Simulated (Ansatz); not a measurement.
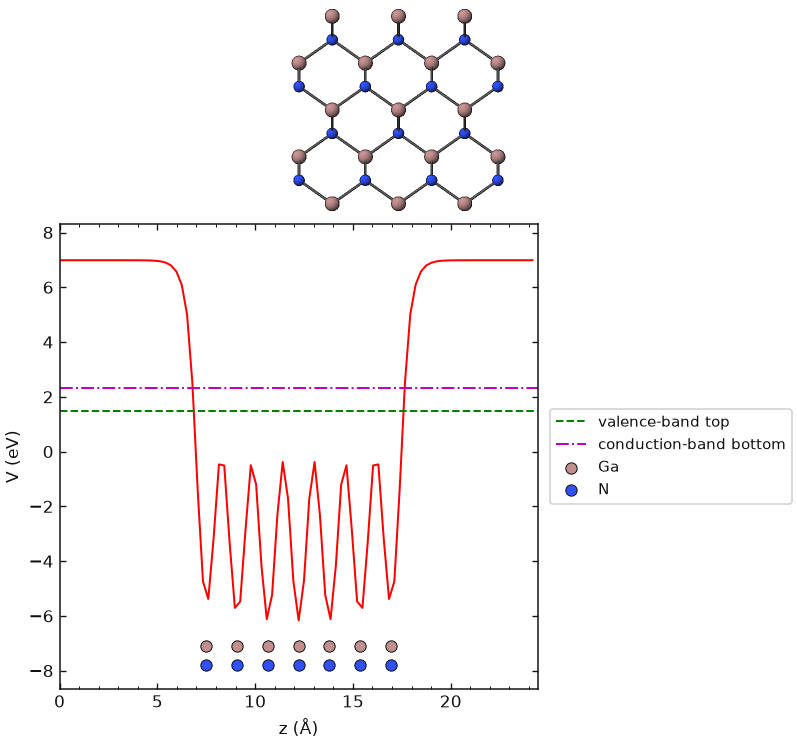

Plane-averaged electrostatic potential energy of an electron across the slab; circles at the bottom mark the heights of the atoms. The structure is drawn too.

The Ansatz input:

```
crystal:
  lattice:
    - [3.1504447247, 0.0, 0.0]
    - [0.0, 4.4554016572, 0.0]
    - [0.0, 0.0, 24.4513341741]
  atoms:
    - { symbol: Ga, position: [0.5, 0.5, 0.3067317287] }
    - { symbol: "N", position: [0.0, 0.75, 0.3067317287] }
    - { symbol: Ga, position: [0.0, 0.0, 0.3711544858] }
    - { symbol: "N", position: [0.5, 0.25, 0.3711544858] }
    - { symbol: Ga, position: [0.5, 0.5, 0.4355772429] }
    - { symbol: "N", position: [0.0, 0.75, 0.4355772429] }
    - { symbol: Ga, position: [0.0, 0.0, 0.5] }
    - { symbol: "N", position: [0.5, 0.25, 0.5] }
    - { symbol: Ga, position: [0.5, 0.5, 0.5644227571] }
    - { symbol: "N", position: [0.0, 0.75, 0.5644227571] }
    - { symbol: Ga, position: [0.0, 0.0, 0.6288455142] }
    - { symbol: "N", position: [0.5, 0.25, 0.6288455142] }
    - { symbol: Ga, position: [0.5, 0.5, 0.6932682713] }
    - { symbol: "N", position: [0.0, 0.75, 0.6932682713] }
basis:
  ecutwfc: 420
kpoints:
  mp_grid: { grid: [8, 6, 1] }
hamiltonian:
  xc: lda
scf:
  occupations: { method: gaussian, width: 0.05 }
output:
  forces: true
  stress: true
  eigenvalues: true
  write_density: true
  write_potential: true
  elf: true
  volumetric_format: npy
efield:
  axis: 3
  dipole_correction: true
  ramp_width: 0.04
```

Run as:
```bash
ansatz run input.yaml --threads 4 --pin off --max-ram 8192MiB --backend cpu --events-out ev --progress --plain --runs-dir out
```

> What are the ionisation potential and the electron affinity of the slab?

From the vacuum level at the right face the ionisation potential is 5.51 eV and the electron affinity 4.67 eV; the left face gives the same. The slab's gap, their difference before rounding, is 0.84 eV. The two vacuum levels agree, so the slab has no net dipole along its normal.

> How thick are slab and vacuum?

The outermost atoms are 9.5 Å apart, which leaves 15.0 Å of vacuum in a cell 24.5 Å high.

The atoms aren't at rest in this cell (largest force 2.9 eV/Å), so the relaxed material can differ.
